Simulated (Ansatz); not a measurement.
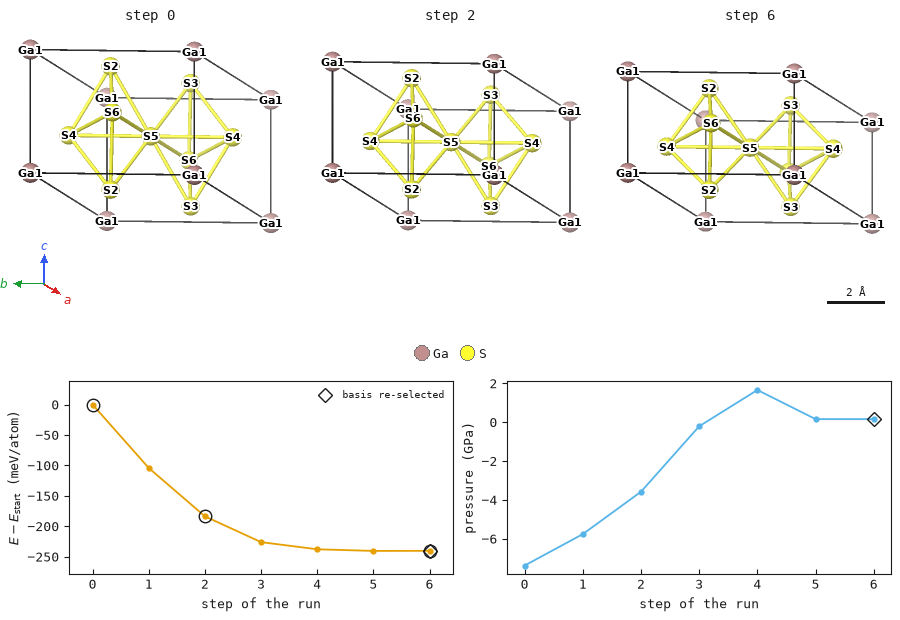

Frames of a relaxation of crystalline GaS5 (a generated structure, set up in P6/mmm) (coarse preliminary run), marked on the history of the run. A ball-and-stick model of the cell of the calculation, seen from a free direction.

Method: DFT PBE, scalar-relativistic, plane waves, PAW (Ansatz). (plane-wave cutoff 420 eV; k-point mesh 3 × 3 × 4; occupations gaussian; smearing width 0.1 eV; no spin polarisation; cell and atoms relaxed; force threshold 0.04 eV/Å; at most 70 steps)

### Describe the path.

The energy falls by 240 meV per atom in 5 accepted moves (6 points after the start). All forces vanish by symmetry, so only the cell relaxes. Pressure: −7.38 GPa at the start and 0.16 GPa at the end. At 1 point the geometry stayed and the basis and grid were re-selected for the new cell (energy shift of 0.2 meV per atom at most each time). The atoms keep their places relative to the cell (all moves are under 0.005 Å). Cell: a = b 5.843 → 5.935 Å (+1.6 %), c 4.652 → 3.827 Å (−17.7 %). Volume −15.1 %. Near-neighbour distances that change, for instance: S2–S4 2.873 → 2.568 Å, S4–S5 2.921 → 2.967 Å. The space group stays P6/mmm (No. 191). From step 0 to 2: volume −12.1 %, energy −184 meV per atom. From step 2 to 6: volume −3.4 %, energy −56.6 meV per atom.

```
step  E − E(0), meV/atom  pressure, GPa  volume, Å³/atom                      note
   0                0.00          -7.38           22.923                          
   1             -104.09          -5.76           21.408                          
   2             -183.53          -3.57           20.146                          
   3             -225.91          -0.20           19.083                          
   4             -237.65           1.66           19.036                          
   5             -240.35           0.16           19.457                          
   6             -240.18           0.16           19.457  same geometry, new basis
```
